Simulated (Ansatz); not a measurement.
```
CELL_PARAMETERS angstrom
4.52731 0.00000 0.00000
0.00000 4.52731 0.00000
0.00000 0.00000 2.88977
ATOMIC_POSITIONS crystal
Ti 0.00000 0.00000 0.01177
Ti 0.50000 0.50000 0.51177
O 0.30510 0.30510 0.98239
O 0.19490 0.80510 0.48239
O 0.69490 0.69490 0.98239
O 0.80510 0.19490 0.48239
```

Space group P4₂nm; a point of a scan over the structure, not its minimum; changed on purpose from its base cell (mode 1 frozen in at -0.052 Å, equal normal strain along x, y and z -0.0250); not relaxed (largest force 0.6 eV/Å); computed pressure about 22 GPa in this cell; computed without spin polarisation; PAW files of the earlier set (soft_1).

Computed with DFT PBE, scalar-relativistic, plane waves, PAW (Ansatz).

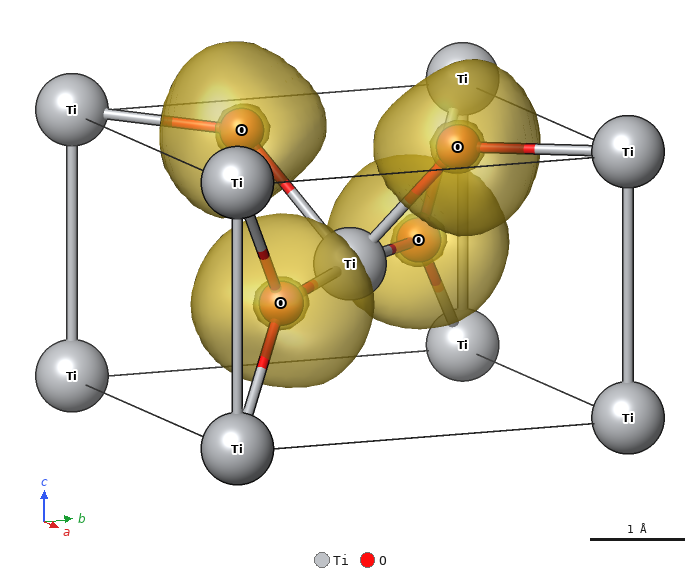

TiO₂. Isosurface of the ELF at 0.6 (yellow), seen slightly off an axis. Core shells and regions of very low density are left out. Sticks mark near contacts.

Q: Describe the localisation domains.

A: The surface consists of four regions wrapped around O (the valence shell of each), counted in one cell of 6 atoms. Regions shared between cells count once.

Values along the shortest contacts:
Ti–O (1.85 Å): the ELF peaks at about 0.80 in the valence shell of O, 0.6 Å from its nucleus, and drops to about 0.20 between the two atoms: no localised pair shows between them. Ti–Ti (2.89 Å): the ELF is about 0.10 at the midpoint: no localised pair shows between them.
